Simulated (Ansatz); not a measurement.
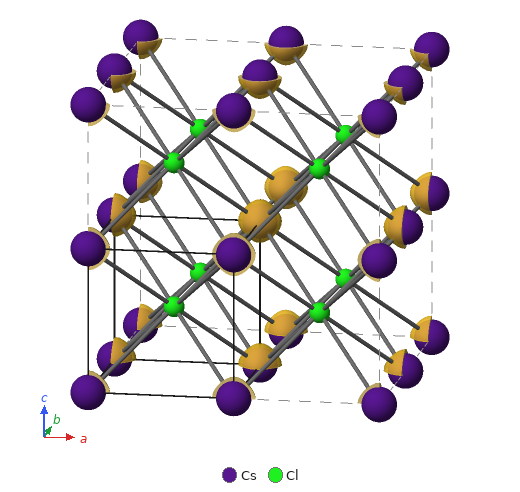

Bond-valence mismatch map for Cs+ in CsCl in space group Pm-3m: the yellow surface encloses the points where |V − 1| < 0.3 v.u. (2×2×2 cells, view slightly off an axis). Pale faces close the region where the drawn box cuts it.

At each point the valence sum V of a Cs+ ion is computed from the anions within 5 Å (s = exp((R0 − d)/b), R0 fitted to published crystal structures with b = 0.37 Å; R0: Cs+–Cl 2.781 Å). The other Cs+ ions are ignored. This is an empirical screen for pathways, not an energy calculation.

The cell is taken from a calculation's input that goes back to an entry of the Crystallography Open Database (an earlier step may have relaxed or displaced it).

```
CELL_PARAMETERS angstrom
4.12300 0.00000 0.00000
0.00000 4.12300 0.00000
0.00000 0.00000 4.12300
ATOMIC_POSITIONS crystal
Cs 0.00000 0.00000 0.00000
Cl 0.50000 0.50000 0.50000
```

Question: How are the low-mismatch regions connected (counting the regions that come within 0.6 Å of a Cs site)?

Answer: No path at this level: the regions are isolated pockets that do not connect across cells.

Question: At which mismatch do paths open?

Answer: No path opens below 0.7 v.u. These are grid estimates, good to about 0.1 v.u.

Question: What is the valence sum at the Cs sites themselves?

Answer: 0.95 v.u., against the formal 1.
